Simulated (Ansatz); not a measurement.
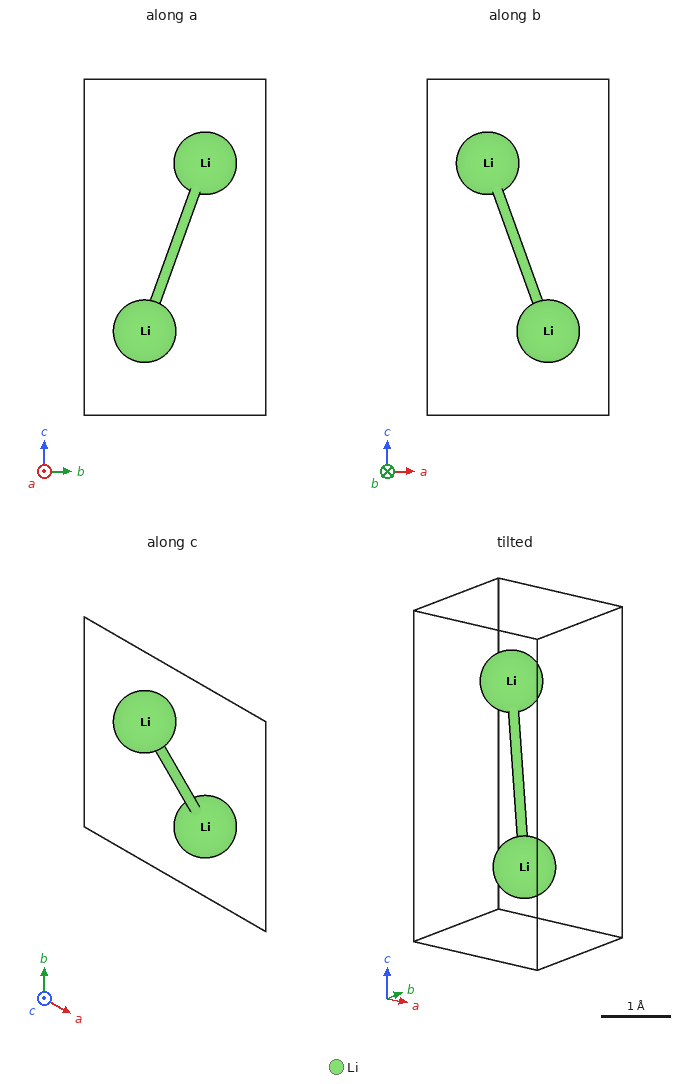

View along the a axis, along the b axis, along the c axis and slightly off an axis, drawn as a ball-and-stick model. The conventional unit cell is drawn as a box.

Lattice parameters: a = 3.085 Å, b = 3.085 Å, c = 4.937 Å, α = 90.00°, β = 90.00°, γ = 120.00°.

### Convert the drawing into a table of Wyckoff sites.

Space group P6_3/mmc (No. 194).
| atom | site | x | y | z |
| --- | --- | --- | --- | --- |
| Li | 2d | 0.3333 | 0.6667 | 0.7500 |

The model was built from a structure type filled with this element by a generator (whether the element takes this form wasn't checked). The cell was then strained or its atoms displaced on purpose. It was relaxed at fixed volume with DFT HSE06, scalar-relativistic, plane waves, PAW in Ansatz 0.2.0.
